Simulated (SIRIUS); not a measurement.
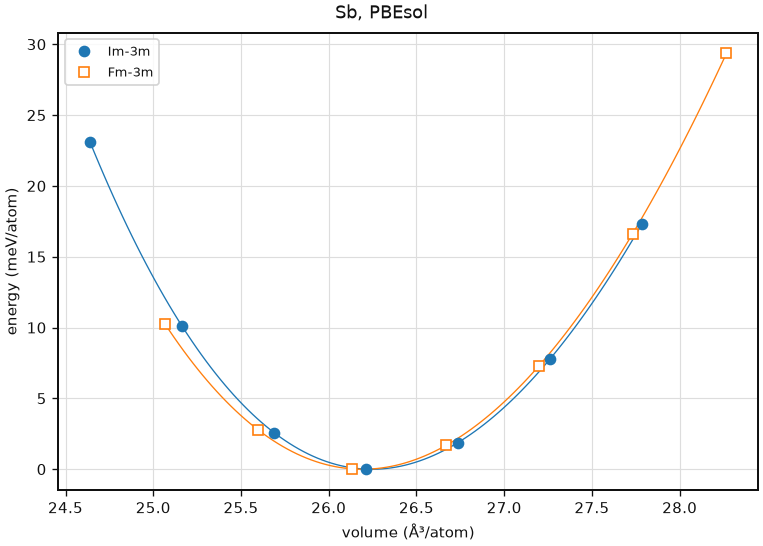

The figure shows the energy against volume, with one curve for each structure, for Sb. Each energy curve has its own zero, so the curves don't rank the structures.

Method: plane-wave DFT, no spin polarisation; energies at scaled volumes of the given cell, shape and fractions fixed, counted from the fit's minimum, third-order Birch-Murnaghan fit (SIRIUS 7.12.0). Level: PBEsol.

- k mesh: 10×10×10
- occupations: Fermi–Dirac
- smearing width: 0.05 eV
- potentials: dojo sr pbesol 0.4.1 standard
- wave cutoff: 1102 eV
- density cutoff: 4408 eV

### Order the curves by fitted equilibrium volume, smallest first.

Fm-3m 26.192, Im-3m 26.245 Å³/atom.

### Order the curves by fitted bulk modulus, smallest first.

Fm-3m 63.9, Im-3m 67.7 GPa.

The computed values:

Im-3m:
```csv
volume (Å³/atom),energy (meV/atom)
24.64,23.09
25.16,10.11
25.69,2.58
26.21,0.00
26.74,1.89
27.26,7.80
27.79,17.33
```

Fm-3m:
```csv
volume (Å³/atom),energy (meV/atom)
25.07,10.29
25.60,2.74
26.13,0.04
26.67,1.68
27.20,7.31
27.73,16.64
28.27,29.36
```
